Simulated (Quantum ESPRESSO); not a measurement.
## Run report: Pt, band-structure run (part 3 of 3)

Continued. System: Pt (Fm-3m, 1 atom in the cell). Method: Kohn-Sham DFT of a periodic cell, PBEsol, spin-orbit coupling, PseudoDojo 0.4 FR PBEsol standard, no spin polarisation (Quantum ESPRESSO 7.5); cutoff 1142.88 eV, 12×12×12 k-mesh, fermi-dirac of 0.05 eV. The structure derives from an entry of the Crystallography Open Database.

Geometry of the input (Å; fractional positions):
```
0.0000  1.9609  1.9609
1.9609  0.0000  1.9609
1.9609  1.9609  0.0000
Pt 0.0000  0.0000  0.0000
```

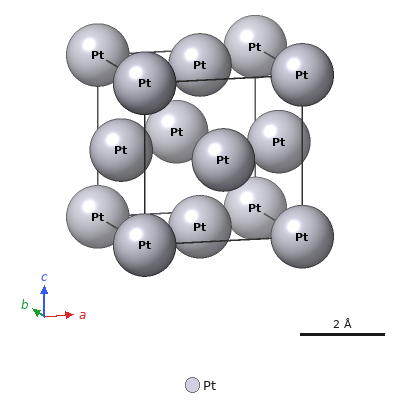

Fig. 1: The input geometry (spheres-only view of the cell 4 times as large as that of the calculation, set on its symmetry axes, seen slightly off an axis).

**What the program printed, continued**
```
   -74.9273 -74.9273 -40.2708 -40.2708 -25.4232 -25.4232 -25.1864 -25.1864
    16.2583  16.2583  16.7028  16.7028  23.2719  23.2719  23.5806  23.5806
    24.5558  24.5558  24.8861  24.8861  32.3251  32.3251  33.9996  33.9996
    35.4393  35.4393  43.5052  43.5052  46.7489  46.7489

          k = 0.2357 0.1179 0.0000 (  1336 PWs)   bands (ev):

   -74.9586 -74.9586 -40.1748 -40.1748 -25.1153 -25.1153 -25.0107 -25.0107
    14.8355  14.8355  18.6254  18.6254  19.5785  19.5785  20.7184  20.7184
    21.3161  21.3161  22.4667  22.4667  39.1285  39.1285  40.1857  40.1857
    42.2912  42.2912  44.2570  44.2570  47.3026  47.3026

          k = 0.2946 0.1768-0.0589 (  1333 PWs)   bands (ev):

   -74.9509 -74.9509 -40.1986 -40.1986 -25.2072 -25.2072 -25.0400 -25.0400
    15.8189  15.8189  18.5062  18.5062  19.4641  19.4641  20.8123  20.8123
    21.5446  21.5446  23.1047  23.1047  36.8891  36.8891  40.0005  40.0005
    42.1018  42.1018  43.7456  43.7456  48.3798  48.3798

          k = 0.3536 0.2357-0.1179 (  1321 PWs)   bands (ev):

   -74.9433 -74.9433 -40.2223 -40.2223 -25.2993 -25.2993 -25.0679 -25.0679
    16.4992  16.4992  18.9455  18.9455  19.2409  19.2409  20.5881  20.5881
    22.3619  22.3619  24.0233  24.0233  33.8422  33.8422  39.2198  39.2198
    40.8120  40.8120  44.4175  44.4175  47.5540  47.5540

          k =-0.2946-0.4125 0.5303 (  1324 PWs)   bands (ev):

   -74.9377 -74.9377 -40.2398 -40.2398 -25.3663 -25.3663 -25.0878 -25.0878
    16.6327  16.6327  18.9090  18.9090  19.9567  19.9567  20.5341  20.5341
    23.1287  23.1287  25.1761  25.1761  30.8293  30.8293  38.6039  38.6039
    40.0721  40.0721  42.9487  42.9487  49.2371  49.2371

          k =-0.2357-0.3536 0.4714 (  1328 PWs)   bands (ev):

   -74.9356 -74.9356 -40.2461 -40.2461 -25.3907 -25.3907 -25.0951 -25.0951
    16.6275  16.6275  18.8224  18.8224  20.1174  20.1174  20.8572  20.8572
    23.3929  23.3929  26.1664  26.1664  29.1042  29.1042  38.3855  38.3855
    39.9505  39.9505  42.0679  42.0679  50.4364  50.4364

          k = 0.3536 0.1179 0.0000 (  1325 PWs)   bands (ev):

   -74.9481 -74.9481 -40.2071 -40.2071 -25.2202 -25.2202 -25.0706 -25.0706
    16.1372  16.1372  18.0296  18.0296  19.5881  19.5881  21.3694  21.3694
    21.6220  21.6220  23.1324  23.1324  37.7556  37.7556  39.6660  39.6660
    41.5596  41.5596  42.9240  42.9240  46.4550  46.4550

          k = 0.4125 0.1768-0.0589 (  1321 PWs)   bands (ev):

   -74.9412 -74.9412 -40.2284 -40.2284 -25.2944 -25.2944 -25.1043 -25.1043
    16.8840  16.8840  18.0595  18.0595  19.2761  19.2761  21.3507  21.3507
    22.4261  22.4261  24.1201  24.1201  34.9940  34.9940  38.5352  38.5352
    40.1988  40.1988  43.7945  43.7945  46.9045  46.9045

          k =-0.2357-0.4714 0.5893 (  1318 PWs)   bands (ev):

   -74.9356 -74.9356 -40.2457 -40.2457 -25.3531 -25.3531 -25.1328 -25.1328
    17.1316  17.1316  18.4821  18.4821  19.2164  19.2164  21.1406  21.1406
    23.2181  23.2181  25.5748  25.5748  31.8589  31.8589  37.9933  37.9933
    39.1785  39.1785  43.0480  43.0480  48.5723  48.5723

          k =-0.1768-0.4125 0.5303 (  1323 PWs)   bands (ev):

   -74.9328 -74.9328 -40.2543 -40.2543 -25.3815 -25.3815 -25.1480 -25.1480
    17.2212  17.2212  18.4740  18.4740  19.6937  19.6937  20.9620  20.9620
    23.3682  23.3682  27.5289  27.5289  29.2329  29.2329  37.5183  37.5183
    38.9843  38.9843  42.3043  42.3043  49.5969  49.5969

          k =-0.1179-0.3536 0.4714 (  1321 PWs)   bands (ev):

   -74.9336 -74.9336 -40.2520 -40.2520 -25.3738 -25.3738 -25.1445 -25.1445
    17.3335  17.3335  18.5192  18.5192  19.6003  19.6003  20.8977  20.8977
    23.0024  23.0024  26.8103  26.8103  30.4381  30.4381  36.9252  36.9252
    39.5854  39.5854  42.7387  42.7387  48.7328  48.7328

          k =-0.0589-0.2946 0.4125 (  1325 PWs)   bands (ev):

   -74.9377 -74.9377 -40.2394 -40.2394 -25.3337 -25.3337 -25.1212 -25.1212
    17.3641  17.3641  18.6613  18.6613  18.9242  18.9242  21.0035  21.0035
    22.2807  22.2807  25.3940  25.3940  33.1949  33.1949  37.0061  37.0061
    40.2477  40.2477  44.4020  44.4020  46.6232  46.6232

          k = 0.0000-0.2357 0.3536 (  1324 PWs)   bands (ev):

   -74.9440 -74.9440 -40.2199 -40.2199 -25.2729 -25.2729 -25.0828 -25.0828
    16.8033  16.8033  18.3296  18.3296  19.1969  19.1969  21.1283  21.1283
    21.5538  21.5538  24.1809  24.1809  35.5978  35.5978  38.1918  38.1918
    41.1181  41.1181  44.2083  44.2083  47.0041  47.0041

          k = 0.4714 0.1179-0.0000 (  1316 PWs)   bands (ev):

   -74.9377 -74.9377 -40.2391 -40.2391 -25.3185 -25.3185 -25.1340 -25.1340
    16.8273  16.8273  17.4621  17.4621  20.0792  20.0792  22.3523  22.3523
    22.5192  22.5192  24.0923  24.0923  35.4316  35.4316  37.4539  37.4539
    39.1189  39.1189  44.2592  44.2592  44.7322  44.7322

          k =-0.1768-0.5303 0.6482 (  1325 PWs)   bands (ev):

   -74.9328 -74.9328 -40.2539 -40.2539 -25.3600 -25.3600 -25.1678 -25.1678
    17.0788  17.0788  17.6125  17.6125  19.9330  19.9330  22.1535  22.1535
    23.3164  23.3164  25.6961  25.6961  32.8570  32.8570  36.2922  36.2922
    37.9377  37.9377  44.1854  44.1854  46.9383  46.9383

          k =-0.1179-0.4714 0.5893 (  1322 PWs)   bands (ev):

   -74.9300 -74.9300 -40.2626 -40.2626 -25.3783 -25.3783 -25.1937 -25.1937
    17.2721  17.2721  18.0157  18.0157  19.7372  19.7372  21.7757  21.7757
    23.5106  23.5106  27.9858  27.9858  30.2079  30.2079  35.5266  35.5266
    37.7142  37.7142  43.6810  43.6810  49.0947  49.0947

          k =-0.0589-0.4125 0.5303 (  1317 PWs)   bands (ev):

   -74.9300 -74.9300 -40.2626 -40.2626 -25.3752 -25.3752 -25.1978 -25.1978
    17.5969  17.5969  18.3192  18.3192  19.4070  19.4070  21.4578  21.4578
    23.1542  23.1542  28.1130  28.1130  30.7358  30.7358  34.3685  34.3685
    38.7785  38.7785  43.3818  43.3818  48.9142  48.9142

          k = 0.0000-0.3536 0.4714 (  1325 PWs)   bands (ev):

   -74.9328 -74.9328 -40.2542 -40.2542 -25.3590 -25.3590 -25.1711 -25.1711
    17.9349  17.9349  18.4557  18.4557  18.8341  18.8341  21.3218  21.3218
    22.5753  22.5753  26.6820  26.6820  32.9717  32.9717  34.2370  34.2370
    39.9074  39.9074  43.7501  43.7501  47.3307  47.3307

          k =-0.1179-0.5893 0.7071 (  1319 PWs)   bands (ev):

   -74.9301 -74.9301 -40.2623 -40.2623 -25.3874 -25.3874 -25.1815 -25.1815
    16.6658  16.6658  17.0712  17.0712  21.3553  21.3553  22.9723  22.9723
    23.5986  23.5986  25.6131  25.6131  33.0357  33.0357  35.1463  35.1463
    36.5259  36.5259  44.3586  44.3586  46.1264  46.1264

          k =-0.0589-0.5303 0.6482 (  1317 PWs)   bands (ev):

   -74.9280 -74.9280 -40.2686 -40.2686 -25.3938 -25.3938 -25.2077 -25.2077
    16.8787  16.8787  17.3399  17.3399  20.8822  20.8822  22.5508  22.5508
    23.8324  23.8324  27.7622  27.7622  31.1561  31.1561  34.2163  34.2163
    36.1818  36.1818  45.0058  45.0058  47.4732  47.4732

          k =-0.0000-0.4714 0.5893 (  1318 PWs)   bands (ev):

   -74.9280 -74.9280 -40.2687 -40.2687 -25.3831 -25.3831 -25.2202 -25.2202
    17.2141  17.2141  17.8843  17.8843  20.1057  20.1057  21.9906  21.9906
    23.5621  23.5621  29.2645  29.2645  30.2412  30.2412  33.3547  33.3547
    37.2421  37.2421  44.3836  44.3836  49.7520  49.7523

          k =-0.7071 0.1179-0.0000 (  1320 PWs)   bands (ev):

   -74.9273 -74.9273 -40.2708 -40.2708 -25.4121 -25.4121 -25.1990 -25.1990
    16.5253  16.5253  16.9333  16.9333  22.0679  22.0679  23.0363  23.0363
    24.1173  24.1173  26.8416  26.8416  31.6305  31.6305  34.0747  34.0747
    35.4610  35.4610  44.7139  44.7139  46.6424  46.6424

          k =-0.2357-0.4714 0.7071 (  1329 PWs)   bands (ev):

   -74.9356 -74.9356 -40.2455 -40.2455 -25.3373 -25.3373 -25.1486 -25.1486
    17.5856  17.5856  17.9824  17.9824  18.9587  18.9587  21.8695  21.8695
    22.4704  22.4704  25.5031  25.5031  33.8223  33.8223  36.0675  36.0675
    39.2344  39.2344  45.4820  45.4820  45.7238  45.7238

          k =-0.1768-0.4125 0.6482 (  1322 PWs)   bands (ev):

   -74.9315 -74.9315 -40.2580 -40.2580 -25.3654 -25.3654 -25.1842 -25.1842
    17.7897  17.7897  18.2314  18.2314  18.9242  18.9242  21.6179  21.6179
    23.1032  23.1032  27.1107  27.1107  31.6904  31.6904  35.2628  35.2628
    38.2029  38.2029  44.5545  44.5545  47.5647  47.5647

          k =-0.1179-0.3536 0.5893 (  1312 PWs)   bands (ev):

   -74.9300 -74.9300 -40.2626 -40.2626 -25.3749 -25.3749 -25.1980 -25.1980
    17.8876  17.8876  18.0985  18.0985  19.2210  19.2210  21.4072  21.4072
    23.3485  23.3485  29.0308  29.0308  29.3733  29.3733  35.4565  35.4565
    37.5691  37.5691  44.1551  44.1551  48.5179  48.5179

          k =-0.1179-0.4714 0.7071 (  1326 PWs)   bands (ev):

   -74.9295 -74.9295 -40.2641 -40.2641 -25.3740 -25.3740 -25.2059 -25.2059
    17.3683  17.3683  17.7119  17.7119  19.7200  19.7200  22.2274  22.2274
    23.5041  23.5041  27.4040  27.4040  32.2019  32.2019  34.1643  34.1643
    36.7439  36.7439  46.3870  46.3870  46.5181  46.5181

          k =-0.0589-0.4125 0.6482 (  1320 PWs)   bands (ev):

   -74.9280 -74.9280 -40.2687 -40.2687 -25.3724 -25.3724 -25.2315 -25.2315
    17.5782  17.5782  18.1367  18.1367  19.3541  19.3541  21.7258  21.7258
    23.7451  23.7451  29.3475  29.3475  30.7101  30.7101  33.4557  33.4557
    36.2349  36.2349  46.0236  46.0236  48.2831  48.2831

          k = 0.0000-0.3536 0.5893 (  1323 PWs)   bands (ev):

   -74.9287 -74.9287 -40.2665 -40.2665 -25.3684 -25.3684 -25.2245 -25.2245
    17.8344  17.8344  18.4677  18.4677  18.8116  18.8116  21.5869  21.5869
    23.4943  23.4943  28.5608  28.5608  32.0038  32.0038  32.8482  32.8482
    37.0412  37.0412  45.6874  45.6874  47.7457  47.7457

          k =-0.7071 0.2357 0.0000 (  1312 PWs)   bands (ev):

   -74.9273 -74.9273 -40.2709 -40.2709 -25.3847 -25.3847 -25.2295 -25.2295
    17.1905  17.1905  17.6138  17.6138  20.2527  20.2527  22.1282  22.1282
    24.0089  24.0089  29.1604  29.1604  30.8480  30.8480  33.3521  33.3521
    35.5049  35.5049  46.7863  46.7863  47.7365  47.7365

          k =-0.7071 0.3536 0.0000 (  1316 PWs)   bands (ev):

   -74.9272 -74.9272 -40.2709 -40.2709 -25.3658 -25.3658 -25.2498 -25.2498
    17.6434  17.6434  18.6107  18.6107  18.8590  18.8590  21.5263  21.5263
    23.9861  23.9861  30.4888  30.4888  30.8782  30.8782  32.2608  32.2608
    35.5076  35.5076  47.7113  47.7113  47.8827  47.8827

     the Fermi energy is    23.4967 ev

!    total energy              =    -261.56080630 Ry
     estimated scf accuracy    <          1.3E-10 Ry
     smearing contrib. (-TS)   =      -0.00086918 Ry
     internal energy E=F+TS    =    -261.55993712 Ry

     The total energy is F=E-TS. E is the sum of the following terms:
     one-electron contribution =     -51.63327786 Ry
     hartree contribution      =      37.94481838 Ry
     xc contribution           =     -47.43028584 Ry
     ewald contribution        =    -200.44119180 Ry

     convergence has been achieved in   8 iterations

     Forces acting on atoms (cartesian axes, Ry/au):

     atom    1 type  1   force =     0.00000000    0.00000000    0.00000000

     Total force =     0.000000     Total SCF correction =     0.000000

     Computing stress (Cartesian axis) and pressure

          total   stress  (Ry/bohr**3)                   (kbar)     P=       -2.31
  -0.00001570  -0.00000000  -0.00000000           -2.31       -0.00       -0.00
  -0.00000000  -0.00001570  -0.00000000           -0.00       -2.31       -0.00
  -0.00000000  -0.00000000  -0.00001570           -0.00       -0.00       -2.31

=------------------------------------------------------------------------------=
   JOB DONE.
=------------------------------------------------------------------------------=
```

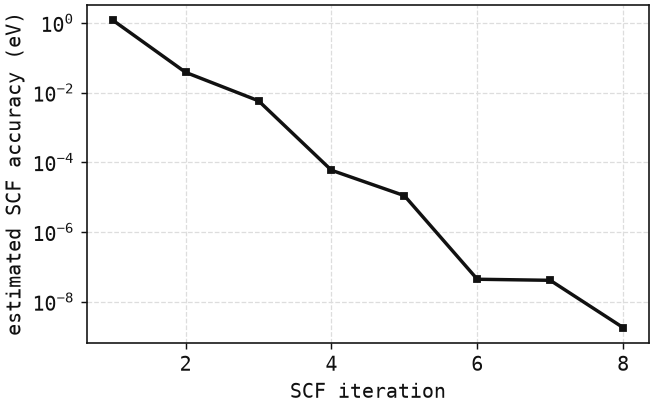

Fig. 2: Convergence of the self-consistent field: estimated SCF accuracy against the iteration. The field takes 8 iterations in all.

**Key numbers**

- outcome: converged
- space group (tolerance 0.01 Å): Fm-3m (225)
- electrons treated: 18
- free energy: −3558.7161 eV
- Fermi energy of the self-consistent step: 23.497 eV
- gap on the k-point mesh: none (metallic)
- pressure: −0.23 GPa
- largest force (length of the vector): under 0.001 eV/Å
- wall time: 74 s (CPU time 2.5 min)
- peak memory: 0.24 GiB
